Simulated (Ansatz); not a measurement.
The calculation's input:

```
crystal:
  lattice:
    - [3.1966985242, 0.0, 0.0]
    - [-1.5983492621, 2.7684221302, 0.0]
    - [0.0, 0.0, 5.133667]
  atoms:
    - { symbol: Hf, position: [0.3333333333, 0.6666666667, 0.25] }
    - { symbol: Hf, position: [0.6666666667, 0.3333333333, 0.75] }
basis:
  ecutwfc: 420
kpoints:
  mp_grid: { grid: [18, 18, 10] }
hamiltonian:
  xc: pbe
scf:
  occupations: { method: gaussian, width: 0.15 }
output:
  forces: true
  stress: true
  eigenvalues: true
  write_density: true
  write_potential: true
  elf: true
  volumetric_format: npy
```

Launched as:

```sh
ansatz run input.yaml --threads 1 --pin off --max-ram 2560MiB --backend cpu --events-out ev --progress --plain --runs-dir out
```

Below, planes, directions and counts refer to the conventional cell (a = 3.20 Å, b = 3.20 Å, c = 5.13 Å, α = 90.00°, β = 90.00°, γ = 120.00°).

Space group P6₃/mmc; changed on purpose from its base cell (strain +0.000 along x and y, +0.015 along z, atoms carried along).

All numbers below come from Ansatz, DFT PBE, scalar-relativistic, plane waves, PAW.

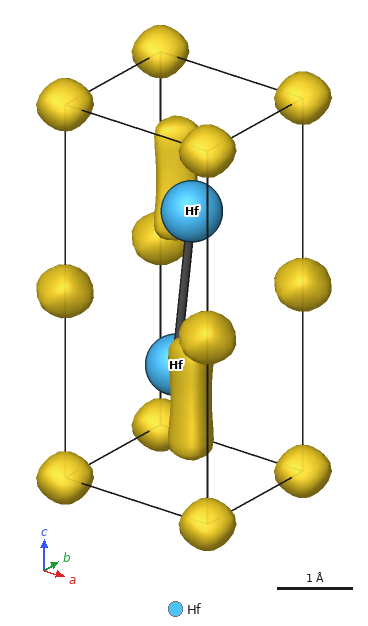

Hf. Isosurface of the electron localisation function at 0.65 (yellow), seen slightly off an axis. Core shells and regions of very low density are left out. Sticks mark near contacts.

In a PAW calculation such maps are meaningful between the atoms, not at the nuclei.

**Identify the bonds, lone pairs and shells in this picture.**

The surface consists of four pockets between the atoms, centred on no nucleus (multi-centre or interstitial), counted in one cell of 2 atoms. Regions shared between cells count once. There are no localised bonds or lone pairs at this value. Along the contacts the grid gives the following. Hf–Hf (3.16 Å): the ELF is about 0.25 at the midpoint (no shared electron pair shows on this line).

**Does the calculation give a band gap?**

It is metallic or semimetallic at this level of theory: no gap opens.
